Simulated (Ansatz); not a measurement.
# What a change does: geometry relaxation on Ge

System: Ge (2 atoms in the cell).
Method of the first run: Hartree–Fock for a periodic cell, Ansatz PAW, no spin polarisation (Ansatz 0.2.0).

The structure derives from a Materials Project entry. Text and figures count atoms from 1; the logs count them from 0 in places.

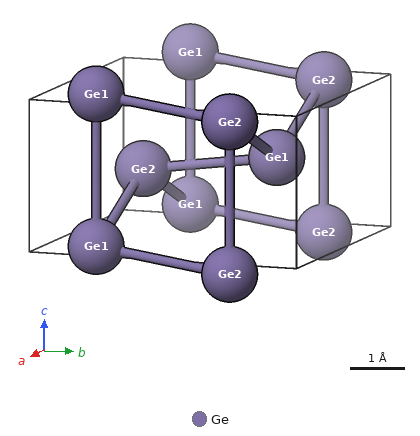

**Figure 1.** The starting structure (ball-and-stick view of the cell 2 times as large as that of the calculation, set on its symmetry axes, seen slightly off an axis; atoms are numbered from 1 in the order of the input). An atom can appear more than once, as a periodic image.

## Input, the first run
```yaml
crystal:
  lattice:
    - [-2.495898, 2.650863, 1.436947]
    - [2.495898, -2.650863, 1.436947]
    - [2.495898, 2.650863, -1.436947]
  atoms:
    - { symbol: Ge, position: [0.314057, 0.064057, 0.25] }
    - { symbol: Ge, position: [0.685943, 0.935943, 0.75] }
hamiltonian:
  xc: hf
  pseudopotentials: { kind: paw }
kpoints:
  mp_grid: { grid: [6, 6, 6] }
scf:
  occupations: { method: fermi_dirac, width: 0.05 }
output:
  forces: true
  stress: true
  eigenvalues: true
relax:
  f_tol: 0.01
  max_steps: 40
  cell: { stress_tol: 0.05 }
```

Hardware: 1 × NVIDIA H100 80GB HBM3, 2 threads of AMD EPYC (Zen 3), 1656 GiB of memory available, shared host.

## Output, shortened to warnings, some set-up lines, iterations and results (the first run)
```
Basis set: ecut = 420 eV, 765 PW (Γ)
Symmetry: 8 space group operations
k-points: 46 of 216
Initial density: superposition of atomic densities (neutral atoms: chi_scale 0, normalization atom), corrected by the library's trained network
[...]
SCF iter   1: F=—  HF=-8504.066622 eV  |F-HF|=—  |Δ(HF+E_count)|=         —  Δρ=1.04e-2  dr2=1.68e-2  ethr=1.77e-3  ⟨swp⟩=5.6  Hψ=3330  notcnv=0
SCF iter   2: F=—  HF=-8504.055107 eV  |F-HF|=—  |Δ(HF+E_count)|=   1.15e-2  Δρ=3.07e-3  dr2=3.45e-3  ethr=6.01e-5  ⟨swp⟩=3.2  Hψ=2157  notcnv=0  defer=1
SCF iter   3: F=—  HF=-8504.054662 eV  |F-HF|=—  |Δ(HF+E_count)|=   4.46e-4  Δρ=1.51e-3  dr2=5.87e-4  ethr=1.23e-5  ⟨swp⟩=2.4  Hψ=1510  notcnv=0
SCF iter   4: F=—  HF=-8504.054734 eV  |F-HF|=—  |Δ(HF+E_count)|=   7.22e-5  Δρ=1.68e-4  dr2=6.79e-6  ethr=2.25e-8  ⟨swp⟩=3.8  Hψ=3802  notcnv=0
SCF iter   5: F=—  HF=-8504.054737 eV  |F-HF|=—  |Δ(HF+E_count)|=   2.76e-6  Δρ=3.29e-5  dr2=4.80e-7  ethr=2.25e-8  ⟨swp⟩=3.0  Hψ=1688  notcnv=0
[... 377 lines ...]
SCF iter   9: F=—  HF=-8510.516989 eV  |F-HF|=—  |Δ(HF+E_count)|=    0.00e0  Δρ=5.45e-9  dr2=6.63e-11  ethr=1.00e-12  ⟨swp⟩=2.0  Hψ=1473  notcnv=0
SCF iter  10: F=—  HF=-8510.516989 eV  |F-HF|=—  |Δ(HF+E_count)|=   2.68e-8  Δρ=4.15e-7  dr2=3.34e-11  ethr=1.00e-12  ⟨swp⟩=4.0  Hψ=2324  notcnv=0
SCF iter  11: F=-8510.516989 eV  HF=-8510.516989 eV  |F-HF|=3.64e-12  |Δ(HF+E_count)|=  4.37e-11  Δρ=4.80e-8  dr2=2.42e-12  ethr=1.00e-12  ⟨swp⟩=2.0  Hψ=1473  notcnv=0
SCF 47 converged in 11 iterations: F = -8510.516989 eV  dr2 = 2.42e-12
relax step   7: F+E_penalty+E_count = -8510.51698857 eV  Δ(F+E_penalty+E_count) = -1.264e-3 eV  max|allowed force component| = 3.798e-4 eV/Å  Δτ_max = 0.0000 Å  P = -0.031 …
basis re-selected at this cell: Δ(F+E_penalty+E_count) = -1.264e-3 eV, ΔP = -0.031 GPa vs the last step (what re-selecting the basis moved, of the pressure what is left beyond the Pulay correction that the steps carried, after the strain that the cell walked since its last selection, with what the …
hybrid SCF converged: 3 outer / 25 inner (+0 warm-up), last move |dexx| = 3.91e-9 eV, tail = 1.61e-10 eV
Stability not checked: this state was not tested for a lower state beside it, because the functional holds exact exchange (a hybrid, or Hartree-Fock), whose exchange loop this test does not read (fock_operator; see scf.lower_state_search)
Free energy (F): -8510.516989 eV
Frozen-core exchange: fock
Harris-Foulkes:  -8510.516989 eV  (|F-HF|=3.64e-12)
Internal energy: -8510.514421 eV  (E = F + TS)
E sigma→0 (E₀):  -8510.515705 eV
Entropy (-TS):   -0.002567 eV (-1.284 meV/atom)
Fermi energy:    11.656421 eV
--- Per-component energies (eV) ---
  E_band       = -557.725282
  E_kinetic    = 213.761306
  E_local      = -4408.931899  (includes V_loc(G=0)·N_el)
  E_nonlocal   = 824.048426
  E_hartree    = 1942.999474
  E_xc         = 0.000000
  E_vxc        = 0.000000  (∫ρ·V_xc dr)
  E_exx        = -482.270178  (= α·E_x^exact, valence–valence)
  E_paw        = -3626.521948  (= ΣΔE_a)
  E_vpaw       = -108.062296  (= ΣTr[D̂ρ^β])
  E_aug_tail   = 0.000557  (compensation charges beyond the density's cutoff)
  E_ewald      = -2970.730239
  E_core_change = -2.869920  (= ΣΔE_core)
  E_smearing   = -0.002567  (= −TS)
  E_closure    = -0.000001  (closes the sum)
  Σ components = -8510.516989   (vs F -8510.516989, Δ=0.00e0)
--- Forces (eV/Å), atoms counted from 1 ---
  atom   1  Ge     0.00000000     0.00000000     0.00037983
  atom   2  Ge     0.00000000     0.00000000    -0.00037983
  max |Σ_I F_I| component: 0.00e0 eV/Å
--- Stress (GPa, compression-positive) ---
       -0.036636       0.000000       0.000000
        0.000000      -0.025162       0.000000
        0.000000       0.000000      -0.030194
  P = ⅓ Tr σ = -0.0307 GPa (-0.307 kbar)
--- Relaxed structure (6 steps of the walk, 5 accepted, 1 SCFs on fresh bases) ---
  F+E_penalty+E_count = -8510.51698857 eV   max|allowed force component| = 3.798e-4 eV/Å   (the final SCF, on the basis selected at the relaxed cell)
  cell:  # Å, volume = 40.0127 Å³
[...]
```

For the second run the input was changed thus:
```diff
-  xc: hf
+  xc:
+    exchange: hjs_pbesol
+    correlation: pbesol
+    exx: { coeff: 0.25, omega: 0.207 }
```

How does the second run compare with the first run?

The total energies belong to different methods, so their difference says nothing on which is more stable or more accurate. The volume per atom goes from 20.01 to 18.04 Å³. On the same kind of shared host the second run took about 0.61 times as long.

## Output, shortened to warnings, some set-up lines, iterations and results (the second run)
```
Basis set: ecut = 420 eV, 765 PW (Γ), exchange–correlation on 54×54×54 points (8 copies of the dense FFT grid, shifted against one another)
Symmetry: 8 space group operations
k-points: 46 of 216
Initial density: superposition of atomic densities (neutral atoms: chi_scale 0, normalization atom), corrected by the library's trained network
[...]
SCF iter   1: F=—  HF=-8506.647552 eV  |F-HF|=—  |Δ(HF+E_count)|=         —  Δρ=3.02e-3  dr2=1.41e-3  ethr=1.77e-3  ⟨swp⟩=5.7  Hψ=3069  notcnv=0
SCF iter   2: F=—  HF=-8506.646734 eV  |F-HF|=—  |Δ(HF+E_count)|=   8.19e-4  Δρ=1.07e-3  dr2=2.27e-4  ethr=5.02e-6  ⟨swp⟩=4.0  Hψ=2355  notcnv=0
SCF iter   3: F=—  HF=-8506.646736 eV  |F-HF|=—  |Δ(HF+E_count)|=   2.08e-6  Δρ=6.73e-4  dr2=9.96e-5  ethr=8.10e-7  ⟨swp⟩=2.1  Hψ=1494  notcnv=0
SCF iter   4: F=—  HF=-8506.646735 eV  |F-HF|=—  |Δ(HF+E_count)|=   3.28e-7  Δρ=9.24e-5  dr2=2.92e-6  ethr=1.09e-8  ⟨swp⟩=3.3  Hψ=3404  notcnv=0
SCF iter   5: F=—  HF=-8506.646735 eV  |F-HF|=—  |Δ(HF+E_count)|=   1.48e-7  Δρ=1.78e-5  dr2=1.25e-7  ethr=1.04e-8  ⟨swp⟩=2.5  Hψ=1510  notcnv=0
[... 193 lines ...]
SCF iter   1: F=—  HF=-8531.761102 eV  |F-HF|=—  |Δ(HF+E_count)|=         —  Δρ=2.36e-6  dr2=6.35e-10  ethr=1.07e-9  ⟨swp⟩=7.9  Hψ=2270  notcnv=0
SCF iter   2: F=—  HF=-8531.761102 eV  |F-HF|=—  |Δ(HF+E_count)|=  3.18e-10  Δρ=2.88e-7  dr2=3.00e-11  ethr=2.19e-12  ⟨swp⟩=4.0  Hψ=2560  notcnv=0
SCF iter   3: F=-8531.761102 eV  HF=-8531.761102 eV  |F-HF|=1.82e-12  |Δ(HF+E_count)|=  1.64e-11  Δρ=7.46e-8  dr2=1.69e-11  ethr=1.00e-12  ⟨swp⟩=2.0  Hψ=1482  notcnv=0
SCF 34 converged in 3 iterations: F = -8531.761102 eV  dr2 = 1.69e-11
relax step   9: F+E_penalty+E_count = -8531.76110181 eV  Δ(F+E_penalty+E_count) = +6.046e-4 eV  max|allowed force component| = 7.412e-4 eV/Å  Δτ_max = 0.0000 Å  P = +0.012 …
basis re-selected at this cell: Δ(F+E_penalty+E_count) = +6.046e-4 eV, ΔP = +0.011 GPa vs the last step (what re-selecting the basis moved, of the pressure what is left beyond the Pulay correction that the steps carried, after the strain that the cell walked since its last selection, with what the …
hybrid SCF converged: 2 outer / 9 inner (+0 warm-up), last move |dexx| = 2.11e-10 eV, tail = 5.31e-11 eV
Stability not checked: this state was not tested for a lower state beside it, because the functional holds exact exchange (a hybrid, or Hartree-Fock), whose exchange loop this test does not read (fock_operator; see scf.lower_state_search)
Free energy (F): -8531.761102 eV
Frozen-core exchange: fock
Harris-Foulkes:  -8531.761102 eV  (|F-HF|=1.82e-12)
Internal energy: -8531.757567 eV  (E = F + TS)
E sigma→0 (E₀):  -8531.759334 eV
Entropy (-TS):   -0.003535 eV (-1.768 meV/atom)
Fermi energy:    11.669002 eV
--- Per-component energies (eV) ---
  E_band       = -290.056793
  E_kinetic    = 221.073818
  E_local      = -4256.550858  (includes V_loc(G=0)·N_el)
  E_nonlocal   = 839.346325
  E_hartree    = 1868.760857
  E_xc         = -121.891959
  E_vxc        = -104.981919  (∫ρ·V_xc dr)
  E_exx        = -108.679144  (= α·E_x^exact, valence–valence)
  E_paw        = -3899.863863  (= ΣΔE_a)
  E_vpaw       = -509.108221  (= ΣTr[D̂ρ^β])
  E_aug_tail   = 0.000673  (compensation charges beyond the density's cutoff)
  E_ewald      = -3074.527520
  E_core_change = 0.574105  (= ΣΔE_core)
  E_smearing   = -0.003535  (= −TS)
  E_closure    = -0.000000  (closes the sum)
  Σ components = -8531.761102   (vs F -8531.761102, Δ=0.00e0)
--- Forces (eV/Å), atoms counted from 1 ---
  atom   1  Ge     0.00000000     0.00000000     0.00074116
  atom   2  Ge     0.00000000     0.00000000    -0.00074116
  max |Σ_I F_I| component: 0.00e0 eV/Å
--- Stress (GPa, compression-positive) ---
       -0.015880       0.000000       0.000000
        0.000000       0.048655       0.000000
        0.000000       0.000000       0.004108
  P = ⅓ Tr σ = 0.0123 GPa (0.123 kbar)
--- Relaxed structure (8 steps of the walk, 7 accepted, 1 SCFs on fresh bases) ---
  F+E_penalty+E_count = -8531.76110181 eV   max|allowed force component| = 7.412e-4 eV/Å   (the final SCF, on the basis selected at the relaxed cell)
  cell:  # Å, volume = 36.0833 Å³
[...]
```

## The two runs side by side

```csv
quantity,the first run,the second run
outcome,converged,converged
free energy per atom (eV),−4255.2585,−4265.8806
"energy per atom, smearing taken to zero (eV)",−4255.2579,−4265.8797
gap on the mesh (eV),0.00,0.00
pressure (GPa),−0.03,0.01
volume per atom (Å³),20.01,18.04
largest force (eV/Å),0.000,0.001
irreducible k-points,46,46
wall time (shared host),5.4 min,3.3 min
```

For the first run: Points of doubt noted for this run: forces on files of another functional.
